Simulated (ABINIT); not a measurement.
# Run report: InP, geometry relaxation (part 3 of 3)

Continued. System: InP (F-43m, 2 atoms in the cell). Method: Kohn-Sham DFT of a periodic cell, LDA, HGH LDA, no spin polarisation (ABINIT 10.8.3); cutoff 653.07 eV, 6×6×6 k-mesh, fermi-dirac of 0.05 eV. The structure derives from an entry of the Crystallography Open Database.

Geometry of the input (Å; fractional positions):
```
0.0000  2.9305  2.9305
2.9305  0.0000  2.9305
2.9305  2.9305  0.0000
In 0.0000  0.0000  0.0000
P  0.7500  0.7500  0.7500
```

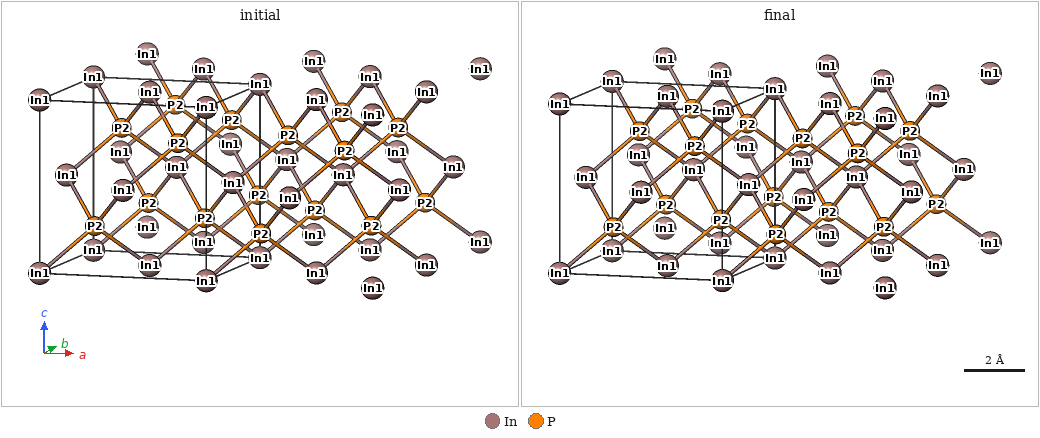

**Figure 1.** Before (left) and after (right) the relaxation, at one scale (ball-and-stick view of the cell 4 times as large as that of the calculation, set on its symmetry axes, repeated 2 × 2 × 1, seen slightly off an axis). The energy falls by 48.8 meV per cell of the calculation in 4 geometry steps. All forces vanish by symmetry, so only the cell relaxes. No atom moves by more than 0.005 Å relative to the cell. Cell: a = b = c 5.861 → 5.728 Å (−2.3 %). Volume −6.7 %. Distances before and after: In1–P2 2.538 → 2.480 Å. The space group stays F-43m (No. 216). (Atoms are counted from 1 in the order of the input.)

Results in brief:

```tsv
quantity	value
outcome	converged
space group (tolerance 0.01 Å)	F-43m (216)
electrons treated	8
free energy	−236.9272 eV
Fermi energy	3.806 eV
gap on the k-point mesh	1.24 eV
pressure	0.00 GPa
final volume	46.98 Å³
largest force (length of the vector) at the end	under 0.001 eV/Å
final cell	a = 4.050 Å, b = 4.050 Å, c = 4.050 Å, α = 60.00°, β = 60.00°, γ = 60.00°
hardware	1 thread of Arm Neoverse V2, 24 GiB of memory available, shared host
wall time	30 s
peak memory	0.07 GiB
```
